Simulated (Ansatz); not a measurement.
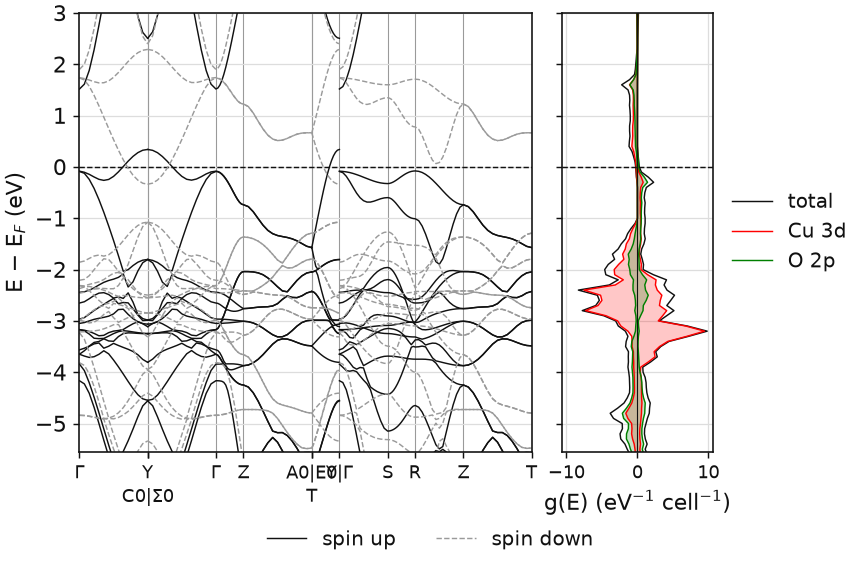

Band structure and density of states. Energies are counted from the Fermi level. The partial curves are projected on Löwdin-orthogonalised atomic shells. Spin-down states are drawn negative.

The Ansatz input:

```
crystal:
  lattice:
    - [2.082149689, -2.087942439, 0.0]
    - [2.082149689, 2.087942439, 0.0]
    - [0.0, 0.0, 5.1512621043]
  atoms:
    - { symbol: Cu, position: [0.0, 0.5, 0.0], spin: 1.0 }
    - { symbol: Cu, position: [0.5, 0.0, 0.5], spin: 1.0 }
    - { symbol: O, position: [0.5, 0.5, 0.25] }
    - { symbol: O, position: [0.5, 0.5, 0.75] }
basis:
  ecutwfc: 500
kpoints:
  mp_grid: { grid: [14, 14, 8] }
  band_path:
    path:
      - [[0.0, 0.0, 0.0], [-0.5, 0.5, 0.0], [-0.49861473, 0.50138527, 0.0]]
      - [[0.49861473, 0.49861473, 0.0], [0.0, 0.0, 0.0], [0.0, 0.0, 0.5], [0.49861473, 0.49861473, 0.5]]
      - [[-0.49861473, 0.50138527, 0.5], [-0.5, 0.5, 0.5], [-0.5, 0.5, 0.0]]
      - [[0.0, 0.0, 0.0], [0.0, 0.5, 0.0], [0.0, 0.5, 0.5], [0.0, 0.0, 0.5], [-0.5, 0.5, 0.5]]
    npoints: 14
hamiltonian:
  xc: r2scan
scf:
  occupations: { method: gaussian, width: 0.1 }
  n_extra_bands: 10
output:
  forces: true
  stress: true
  eigenvalues: true
  populations: true
  dos: { projected: true, de: 0.02, nscf_kmesh: { grid: [21, 21, 12] } }
  bader: true
  write_density: true
  write_potential: true
  elf: true
  volumetric_format: npy
magnetization:
  spin_polarized: true
```

Command:
```bash
ansatz run input.yaml --threads 1 --pin off --max-ram 2560MiB --backend cpu --events-out ev --progress --plain --runs-dir out
```

### Is there a gap at the Fermi level?

A metal: 1 spin-up and 1 spin-down bands cross the Fermi level along this path.

### What is the density of states at the Fermi level?

The density of states at the Fermi level isn't well fixed here: it changes fast, and within 0.3 eV it runs from 0.51 to 2.3 per eV and cell.

The run may have settled in a state above the lowest, so this need not be the ground state. The cell is at −5 GPa in this functional.
